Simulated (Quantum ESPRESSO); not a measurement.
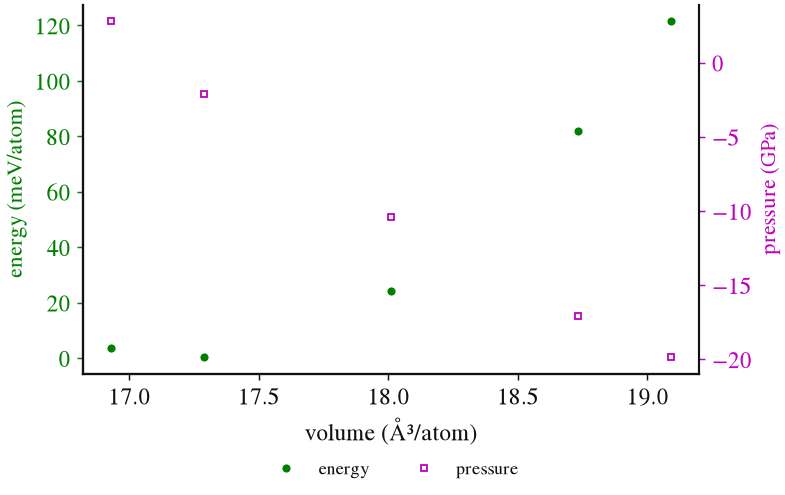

Plotted: energy and pressure against volume for Ta, space group Im-3m (No. 229).

Cell as given: a = 2.860 Å, b = 2.860 Å, c = 2.860 Å, α = 109.47°, β = 109.47°, γ = 109.47°; 1 atom.

Calculation (Quantum ESPRESSO 7.5): plane-wave DFT, no spin polarisation; energies at scaled volumes of the given cell, shape and fractions fixed, counted from the fit's minimum, third-order Birch-Murnaghan fit. Level: LDA.

- k mesh: 11×11×11
- occupations: Fermi–Dirac
- smearing width: 0.05 eV
- potentials: GBRV 1.5 LDA
- wave cutoff: 612.3 eV
- density cutoff: 4898 eV

The points at volume 17.65 Å³/atom and 18.37 Å³/atom are left out of the plot. What values does the calculation give there?

```json
{"volume (Å³/atom)": "17.65", "energy (meV/atom)": "8", "pressure (GPa)": "-6.51"}
{"volume (Å³/atom)": "18.37", "energy (meV/atom)": "49", "pressure (GPa)": "-13.94"}
```
